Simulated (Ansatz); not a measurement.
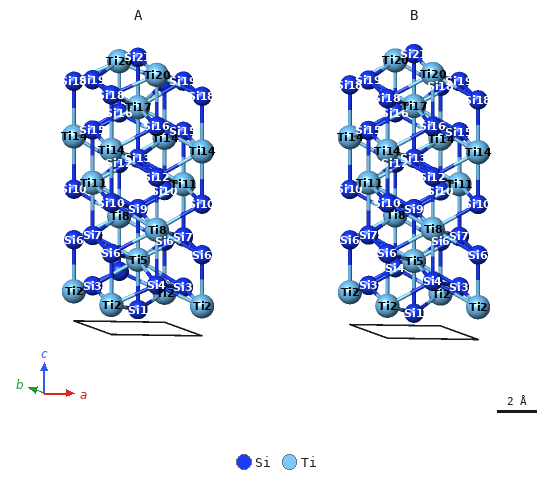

Two geometries of a slab of composition TiSi2 (cut from the Fddd phase), drawn at one scale. One is the start of a relaxation, the other its converged end. Style: ball-and-stick. Shown: the cell of the calculation, outlined in the plane, without the vacuum (origin shifted), slightly off an axis.

All numbers below come from DFT r2SCAN, scalar-relativistic, plane waves, PAW in Ansatz. Settings: plane-wave cutoff 500 eV; k-point mesh 8 × 8 × 1; occupations gaussian; smearing width 0.1 eV; no spin polarisation; dipole correction; atoms relaxed in a fixed cell; force threshold 0.02 eV/Å; at most 60 steps.

Which of the two is the end point?

Structure A is the relaxed one. Case: (0 1 0) slab, atoms relaxed. The slab is the (0 1 0) face of TiSi2. The largest moves, 0.19 Å, are those of Si1, Si4, Si18 and Si21. Si21 goes along the normal (−c). Largest moves by element: Si 0.19 Å, Ti 0.06 Å. The cell stays as it was. Some distances before and after: Si4–Ti8 2.777 → 2.927 Å, Si1–Ti5 2.777 → 2.648 Å, Si18–Ti20 2.740 → 2.631 Å, Si4–Ti5 2.545 → 2.630 Å. Bond angles that change, for instance: Si18–Si19–Si18 151.5° → 159.4°, Ti20–Si21–Ti20 147.2° → 153.7°, Ti17–Si21–Ti20 73.6° → 76.8°. Over 4 accepted moves (5 points after the start) the energy falls by 0.317 eV per cell of the calculation. The largest force component goes from 0.69 to 0.013 eV/Å. 1 step only repeated the SCF at the same geometry.
